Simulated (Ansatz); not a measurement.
System: Pt, space group Im-3m (No. 229).

The given structure:
```
CELL_PARAMETERS angstrom
-1.58422 1.58422 1.58422
1.58422 -1.58422 1.58422
1.58422 1.58422 -1.58422
ATOMIC_POSITIONS crystal
Pt 0.00000 0.00000 0.00000
```

Method: deformation of a crystal at fixed volume, lengths along the axis scaled against those across it, fractional coordinates fixed, by plane-wave density functional theory with PAW datasets, free energies less that of the undisturbed cell, pressure positive in compression; scalar-relativistic (Ansatz 0.2.0). Level: PBEsol, no spin polarisation.

- wave cutoff: 420 eV
- k mesh: 24×24×24
- occupations: Gaussian
- smearing width: 0.15 eV
- k shift: (0, 0, 0) (mesh steps)
- start: as given
- path: tetragonal
- axis direction: (0, 0, 1) (Cartesian unit vector)

Predict the energy change and pressure against relative axial ratio. The relative axial ratio takes the values 0.650, 0.707, 0.780, 0.850, 0.920, 1.000, 1.100, 1.200, 1.300, 1.414.

The energy change is 454 meV/atom at relative axial ratio 0.650 and −104 meV/atom at 1.414; the lowest computed point is at relative axial ratio 1.414 (−104 meV/atom), at the edge of the range, so the minimum may lie beyond it; there is a further local minimum at 0.780 (−96 meV/atom); the curve passes over a maximum at 1.000 (0 meV/atom). The pressure goes from 13.5 GPa at relative axial ratio 0.650 to −13.8 GPa at 1.414, not monotonically, and changes sign near 0.70.

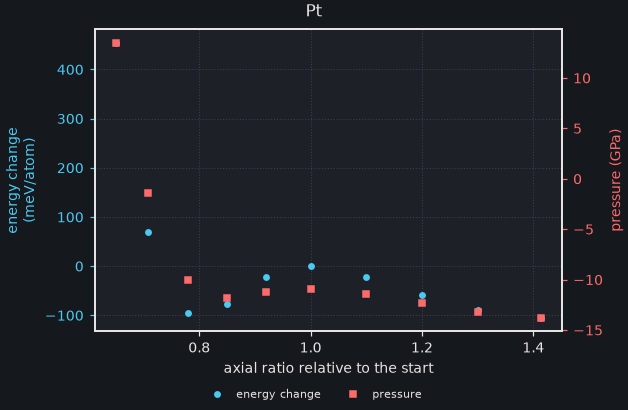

Limits of the calculation: reference crystal is not relaxed.
